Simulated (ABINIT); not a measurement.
# Geometry relaxation, with input and output: Sn (part 1 of 2)

Sn (Fd-3m, 2 atoms in the cell), computed with Kohn-Sham DFT of a periodic cell, PBEsol, Ansatz PAW PBE default generated set, frozen core, no spin polarisation (ABINIT 10.8.3).

The structure derives from an entry of the Crystallography Open Database.

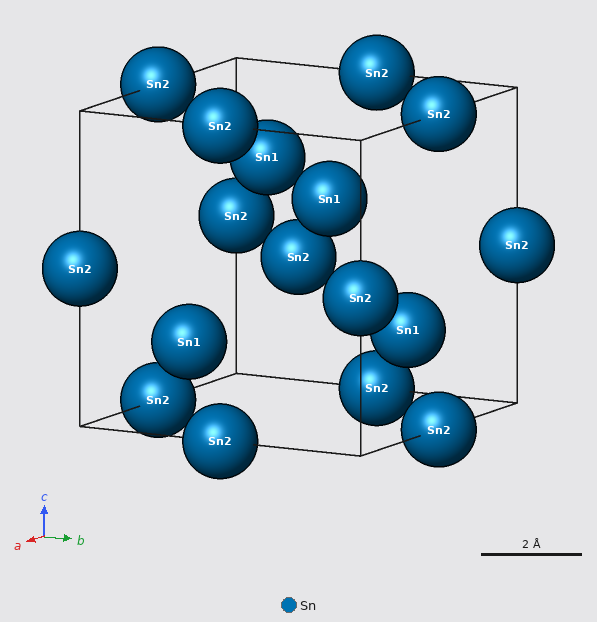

Fig. 1: The input geometry (spheres-only view of the cell 4 times as large as that of the calculation, set on its symmetry axes, seen at an oblique angle; atoms are numbered from 1 in the order of the input). An atom can appear more than once, as a periodic image.

The input
```
# Pseudopotentials
pp_dirpath "./"
pseudos "Sn.GGA_PBE-ansatz.xml"

# Structure
acell 3*1.0 Angstrom
rprim
     0.0000000000     3.2333428000     3.2333428000
     3.2333428000     0.0000000000     3.2333428000
     3.2333428000     3.2333428000     0.0000000000
ntypat 1
znucl 50
natom 2
typat 1 1
chkprim 0
chksymtnons 0
tolsym 1.0e-6
xred
            3/4            3/4            3/4
            1/2            1/2            1/2

# Plane-wave basis
ecut 15.4
pawecutdg 30.8
pawxcdev 0
pawovlp -1
ecutsm 0.5

# k points
kptopt 1
ngkpt 5 5 5
nshiftk 1
shiftk 0.0 0.0 0.0

# Exchange and correlation
ixc -116133

# Bands and occupations
nband 18
occopt 3
tsmear 0.05 eV

# SCF cycle
nstep 80
tolvrs 1.0e-10

# Output
iomode 3
prteig 0
prtebands 0
prtwf 0
prtden 0

# Relaxation
ionmov 2
optcell 2
ntime 50
tolmxf 2.0e-5
dilatmx 1.08
```

Run on 4 threads of Intel Xeon @ 2.50GHz (Skylake/Cascade Lake), 96 GiB of memory available, shared host.

Run as:
```bash
mpirun --bind-to none -np 4 abinit run.abi > log 2>&1
```

Output
```
.Version 10.8.3 of ABINIT
 Symmetries : space group Fd -3 m (#227); Bravais cF (face-center cubic)
================================================================================
 Values of the parameters that define the memory need of the present run
     intxc =       0    ionmov =       2      iscf =      17    lmnmax =      32
     lnmax =       8     mgfft =      36  mpssoang =       4    mqgrid =    3001
     natom =       2  nloc_mem =       2    nspden =       1   nspinor =       1
    nsppol =       1      nsym =      48    n1xccc =       1    ntypat =       1
    occopt =       3   xclevel =       2
       mpw =        1669          nfft =       46656          nkpt =          10
Pmy_natom=         1
 PAW method is used; the additional fine FFT grid is defined by:
   mgfftf=        48    nfftf =    110592
================================================================================
================================================================================

--------------------------------------------------------------------------------
------------- Echo of variables that govern the present computation ------------
--------------------------------------------------------------------------------
 -outvars: echo values of preprocessed input variables --------
            acell      1.8897261259E+00  1.8897261259E+00  1.8897261259E+00 Bohr
              amu      1.18710000E+02
          chkprim           0
      chksymtnons           0
          dilatmx      1.08000000E+00
             ecut      1.54000000E+01 Hartree
           ecutsm      5.00000000E-01 Hartree
           ionmov           2
              ixc     -116133
         kptrlatt        5    0    0      0    5    0      0    0    5
          kptrlen      4.32051603E+01
            natom           2
            nband          18
            ngfft          36      36      36
          ngfftdg          48      48      48
             nkpt          10
            nstep          80
             nsym          48
            ntime          50
           ntypat           1
           occopt           3
          optcell           2
        pawecutdg      3.08000000E+01 Hartree
          pawovlp     -1.0000000000E+00
         pawxcdev           0
           prtden           0
        prtebands           0
           prteig           0
            prtwf           0
            rprim      0.0000000000E+00  3.2333428000E+00  3.2333428000E+00
                       3.2333428000E+00  0.0000000000E+00  3.2333428000E+00
                       3.2333428000E+00  3.2333428000E+00  0.0000000000E+00
          spgroup         227
           tolmxf      2.00000000E-05
           tolsym      1.00000000E-06
           tolvrs      1.00000000E-10
           tsmear      1.83746611E-03 Hartree
            typat      1  1
           useylm           1
           xangst      4.8500142000E+00  4.8500142000E+00  4.8500142000E+00
                       3.2333428000E+00  3.2333428000E+00  3.2333428000E+00
            xcart      9.1651985448E+00  9.1651985448E+00  9.1651985448E+00
                       6.1101323632E+00  6.1101323632E+00  6.1101323632E+00
             xred      7.5000000000E-01  7.5000000000E-01  7.5000000000E-01
                       5.0000000000E-01  5.0000000000E-01  5.0000000000E-01
            znucl       50.00000

================================================================================

 chkinp: Checking input parameters for consistency.

================================================================================
== DATASET  1 ==================================================================

--- !DatasetInfo
iteration_state: {dtset: 1, }
dimensions: {natom: 2, nkpt: 10, mband: 18, nsppol: 1, nspinor: 1, nspden: 1, mpw: 1669, }
cutoff_energies: {ecut:  15.4, pawecutdg:  30.8, }
electrons: {nelect:   2.80000000E+01, charge:   0.00000000E+00, occopt:   3.00000000E+00, tsmear:   1.83746611E-03, }
meta: {optdriver: 0, ionmov: 2, optcell: 2, iscf: 17, paral_kgb: 0, }
...

 Real(R)+Recip(G) space primitive vectors, cartesian coordinates (Bohr,Bohr^-1):
 R(1)=  0.0000000  6.1101324  6.1101324  G(1)= -0.0818313  0.0818313  0.0818313
 R(2)=  6.1101324  0.0000000  6.1101324  G(2)=  0.0818313 -0.0818313  0.0818313
 R(3)=  6.1101324  6.1101324  0.0000000  G(3)=  0.0818313  0.0818313 -0.0818313
 Unit cell volume ucvol=  4.5622791E+02 bohr^3
 Angles (23,13,12)=  6.00000000E+01  6.00000000E+01  6.00000000E+01 degrees

 Coarse grid specifications (used for wave-functions):

 getcut: wavevector=  0.0000  0.0000  0.0000  ngfft=  36  36  36
         ecut(hartree)=     17.963   => boxcut(ratio)=   2.18367

 Fine grid specifications (used for densities):

 getcut: wavevector=  0.0000  0.0000  0.0000  ngfft=  48  48  48
         ecut(hartree)=     35.925   => boxcut(ratio)=   2.05879

--- Pseudopotential description ------------------------------------------------
- pspini: atom type   1  psp file is ./Sn.GGA_PBE-ansatz.xml
 Pseudopotential format is: paw10
 basis_size (lnmax)=  8 (lmn_size= 32), orbitals=   0   0   1   1   2   2   3   3
 Spheres core radius: rc_sph= 2.63805767
 Shapefunction is NUMERIC type: directly read from atomic data file
 Radius for shape functions =  2.63805767
 Compensation charge density is not taken into account in XC energy/potential

   3.20408443E+03                                ecore*ucvol(ha*bohr**3)
--------------------------------------------------------------------------------

================================================================================

=== [ionmov= 2] Broyden-Fletcher-Goldfarb-Shanno method (forces)
================================================================================

--- Iteration: ( 1/50) Internal Cycle: (1/1)
--------------------------------------------------------------------------------

---SELF-CONSISTENT-FIELD CONVERGENCE--------------------------------------------

--- !BeginCycle
iteration_state: {dtset: 1, itime: 1, icycle: 1, }
solver: {iscf: 17, nstep: 80, nline: 4, wfoptalg: 10, }
tolerances: {tolvrs: 1.00E-10, }
...

     iter   Etot(hartree)      deltaE(h)  residm     nres2
 ETOT  1  -139.15136868438    -1.392E+02 2.657E-01 1.802E+00
 ETOT  2  -139.41450525914    -2.631E-01 2.354E-02 4.431E-01
 ETOT  3  -139.41267222514     1.833E-03 1.165E-02 5.910E-02
 ETOT  4  -139.41233672944     3.355E-04 3.919E-03 7.286E-03
 ETOT  5  -139.41233429768     2.432E-06 1.813E-03 1.531E-03
 ETOT  6  -139.41235750095    -2.320E-05 5.841E-04 2.128E-05
 ETOT  7  -139.41235841968    -9.187E-07 5.505E-04 7.225E-07
 ETOT  8  -139.41235844596    -2.628E-08 1.667E-04 9.254E-08
 ETOT  9  -139.41235844669    -7.386E-10 1.650E-04 4.079E-09
 ETOT 10  -139.41235844670    -8.924E-12 4.953E-05 1.235E-10
 ETOT 11  -139.41235844670    -1.336E-12 5.005E-05 6.550E-12

 At SCF step   11       nres2   =  6.55E-12 < tolvrs=  1.00E-10 =>converged.

 Cartesian components of stress tensor (hartree/bohr^3)
  sigma(1 1)= -6.00090854E-05  sigma(3 2)=  0.00000000E+00
  sigma(2 2)= -6.00090854E-05  sigma(3 1)=  0.00000000E+00
  sigma(3 3)= -6.00090854E-05  sigma(2 1)=  0.00000000E+00

--- !ResultsGS
iteration_state: {dtset: 1, itime: 1, icycle: 1, }
comment   : Summary of ground state results
lattice_vectors:
- [  0.0000000,   6.1101324,   6.1101324, ]
- [  6.1101324,   0.0000000,   6.1101324, ]
- [  6.1101324,   6.1101324,   0.0000000, ]
lattice_lengths: [   8.64103,    8.64103,    8.64103, ]
lattice_angles: [ 60.000,  60.000,  60.000, ] # degrees, (23, 13, 12)
lattice_volume:   4.5622791E+02
convergence: {deltae: -1.336E-12, res2:  6.550E-12, residm:  5.005E-05, diffor: null, }
etotal    :  -1.39412358E+02
entropy   :   0.00000000E+00
fermie    :   3.53007799E-02
cartesian_stress_tensor: # hartree/bohr^3
- [ -6.00090854E-05,   0.00000000E+00,   0.00000000E+00, ]
- [  0.00000000E+00,  -6.00090854E-05,   0.00000000E+00, ]
- [  0.00000000E+00,   0.00000000E+00,  -6.00090854E-05, ]
pressure_GPa:   1.7655E+00
xred      :
- [  7.5000E-01,   7.5000E-01,   7.5000E-01, Sn]
- [  5.0000E-01,   5.0000E-01,   5.0000E-01, Sn]
cartesian_forces: # hartree/bohr
- [  8.60713384E-32,  -8.60713384E-32,   8.60713384E-32, ]
- [ -8.60713384E-32,   8.60713384E-32,  -8.60713384E-32, ]
force_length_stats: {min:   1.49079931E-31, max:   1.49079931E-31, mean:   1.49079931E-31, }
...

 Integrated electronic density in atomic spheres:
 ------------------------------------------------
 Atom  Sphere_radius  Integrated_density
    1        2.63806         12.34420860
    2        2.63806         12.34420860

---OUTPUT-----------------------------------------------------------------------

 Cartesian coordinates (xcart) [bohr]
  9.16519854476373E+00  9.16519854476373E+00  9.16519854476373E+00
  6.11013236317582E+00  6.11013236317582E+00  6.11013236317582E+00
 Reduced coordinates (xred)
  7.50000000000000E-01  7.50000000000000E-01  7.50000000000000E-01
  5.00000000000000E-01  5.00000000000000E-01  5.00000000000000E-01
 Cartesian forces (fcart) [Ha/bohr]; max,rms= 8.60713E-32 8.60713E-32 (free atoms)
  8.60713383750649E-32 -8.60713383750649E-32  8.60713383750649E-32
 -8.60713383750649E-32  8.60713383750649E-32 -8.60713383750649E-32
 Gradient of E wrt nuclear positions in reduced coordinates (gred)
 -4.88034495845483E-48 -1.05181454029468E-30 -4.88034495845483E-48
  4.88034495845483E-48  1.05181454029468E-30  4.88034495845483E-48
 Scale of Primitive Cell (acell) [bohr]
  1.88972612590778E+00  1.88972612590778E+00  1.88972612590778E+00
 Real space primitive translations (rprimd) [bohr]
  0.00000000000000E+00  6.11013236317582E+00  6.11013236317582E+00
  6.11013236317582E+00  0.00000000000000E+00  6.11013236317582E+00
  6.11013236317582E+00  6.11013236317582E+00  0.00000000000000E+00
 Unitary Cell Volume (ucvol) [Bohr^3]=  4.56227911014185E+02
 Angles (23,13,12)= [degrees]
  6.00000000000000E+01  6.00000000000000E+01  6.00000000000000E+01
 Lengths [Bohr]
  8.64103205589802E+00  8.64103205589802E+00  8.64103205589802E+00
 Stress tensor in cartesian coordinates (strten) [Ha/bohr^3]
 -6.00090854006811E-05  0.00000000000000E+00  0.00000000000000E+00
  0.00000000000000E+00 -6.00090854006793E-05  0.00000000000000E+00
  0.00000000000000E+00  0.00000000000000E+00 -6.00090854006811E-05
 Total energy (etotal) [Ha]= -1.39412358446704E+02

--- Iteration: ( 2/50) Internal Cycle: (1/1)
--------------------------------------------------------------------------------

---SELF-CONSISTENT-FIELD CONVERGENCE--------------------------------------------

--- !BeginCycle
iteration_state: {dtset: 1, itime: 2, icycle: 1, }
solver: {iscf: 17, nstep: 80, nline: 4, wfoptalg: 10, }
tolerances: {tolvrs: 1.00E-10, }
...

     iter   Etot(hartree)      deltaE(h)  residm     nres2
 ETOT  1  -139.41360239641    -1.394E+02 2.053E-05 1.234E-01
 ETOT  2  -139.41256022874     1.042E-03 6.587E-06 7.811E-03
 ETOT  3  -139.41250306134     5.717E-05 4.110E-06 1.967E-03
 ETOT  4  -139.41249186767     1.119E-05 2.590E-06 2.401E-04
 ETOT  5  -139.41249418766    -2.320E-06 9.520E-07 4.839E-05
 ETOT  6  -139.41249538954    -1.202E-06 5.143E-07 9.716E-07
 ETOT  7  -139.41249541346    -2.392E-08 1.946E-07 1.155E-07
 ETOT  8  -139.41249541571    -2.248E-09 1.228E-07 1.291E-09
 ETOT  9  -139.41249541574    -3.868E-11 4.882E-08 2.926E-10
 ETOT 10  -139.41249541575    -4.974E-12 3.348E-08 3.225E-12

 At SCF step   10       nres2   =  3.23E-12 < tolvrs=  1.00E-10 =>converged.

 Cartesian components of stress tensor (hartree/bohr^3)
  sigma(1 1)= -5.10164605E-05  sigma(3 2)=  0.00000000E+00
  sigma(2 2)= -5.10164605E-05  sigma(3 1)=  0.00000000E+00
  sigma(3 3)= -5.10164605E-05  sigma(2 1)=  0.00000000E+00

--- !ResultsGS
iteration_state: {dtset: 1, itime: 2, icycle: 1, }
comment   : Summary of ground state results
lattice_vectors:
- [  0.0000000,   6.1211323,   6.1211323, ]
- [  6.1211323,   0.0000000,   6.1211323, ]
- [  6.1211323,   6.1211323,   0.0000000, ]
lattice_lengths: [   8.65659,    8.65659,    8.65659, ]
lattice_angles: [ 60.000,  60.000,  60.000, ] # degrees, (23, 13, 12)
lattice_volume:   4.5869635E+02
convergence: {deltae: -4.974E-12, res2:  3.225E-12, residm:  3.348E-08, diffor: null, }
etotal    :  -1.39412495E+02
entropy   :   0.00000000E+00
fermie    :   3.37602420E-02
cartesian_stress_tensor: # hartree/bohr^3
- [ -5.10164605E-05,   0.00000000E+00,   0.00000000E+00, ]
- [  0.00000000E+00,  -5.10164605E-05,   0.00000000E+00, ]
- [  0.00000000E+00,   0.00000000E+00,  -5.10164605E-05, ]
pressure_GPa:   1.5010E+00
xred      :
- [  7.5000E-01,   7.5000E-01,   7.5000E-01, Sn]
- [  5.0000E-01,   5.0000E-01,   5.0000E-01, Sn]
cartesian_forces: # hartree/bohr
- [  4.29583325E-32,  -4.29583325E-32,   4.29583325E-32, ]
- [ -4.29583325E-32,   4.29583325E-32,  -4.29583325E-32, ]
force_length_stats: {min:   7.44060145E-32, max:   7.44060145E-32, mean:   7.44060145E-32, }
...

 Integrated electronic density in atomic spheres:
 ------------------------------------------------
 Atom  Sphere_radius  Integrated_density
    1        2.63806         12.34168184
    2        2.63806         12.34168184

---OUTPUT-----------------------------------------------------------------------
```
